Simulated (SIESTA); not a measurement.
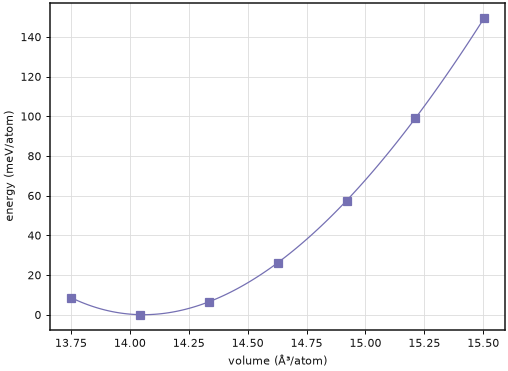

The plot gives the computed energy against volume for Ir, space group P6_3/mmc (No. 194).

Cell as given: a = 2.751 Å, b = 2.751 Å, c = 4.462 Å, α = 90.00°, β = 90.00°, γ = 120.00°; 2 atoms.

Calculation (SIESTA 5.4.2): DFT in numerical atomic orbitals with pseudopotentials, no spin polarisation; energies at scaled volumes of the given cell, shape and fractions fixed, counted from the fit's minimum, third-order Birch-Murnaghan fit. Level: LDA.

- k mesh: 11×11×6
- occupations: Fermi–Dirac
- smearing width: 0.05 eV
- potentials: PseudoDojo 0.4 standard, converted to PSML, two zetas on semicore shells
- program settings: basis DZP, mesh cutoff 800 Ry

This calculation gives: equilibrium volume 14.06 Å³/atom and bulk modulus 393 GPa.

Now the level changes from LDA to PBEsol. How do these quantities change?

The equilibrium volume rises from 14.06 to 14.28 Å³/atom (+1.6 %) and the bulk modulus falls from 393 to 378 GPa (−3.8 %).

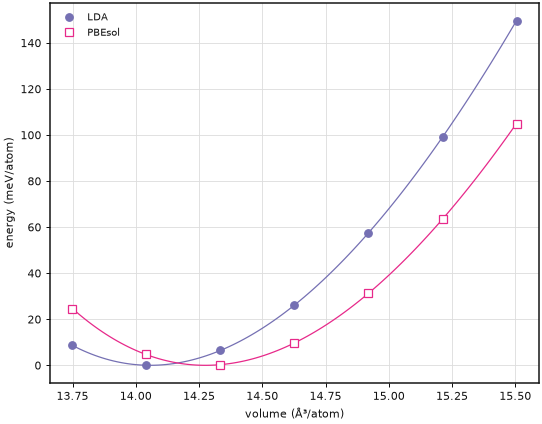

The two results together.

For LDA, limits of the calculation: mulliken charges of long orbitals; short basis over semicore shells; valence orbitals made in semicore potential; shape and atomic fractions are frozen while scaling, which makes layered, chain and framework solids too stiff.

For PBEsol, limits of the calculation: mulliken charges of long orbitals; potentials made for another functional; short basis over semicore shells; valence orbitals made in semicore potential; shape and atomic fractions are frozen while scaling, which makes layered, chain and framework solids too stiff.

V0 and the bulk modulus come from third-order Birch–Murnaghan fits.
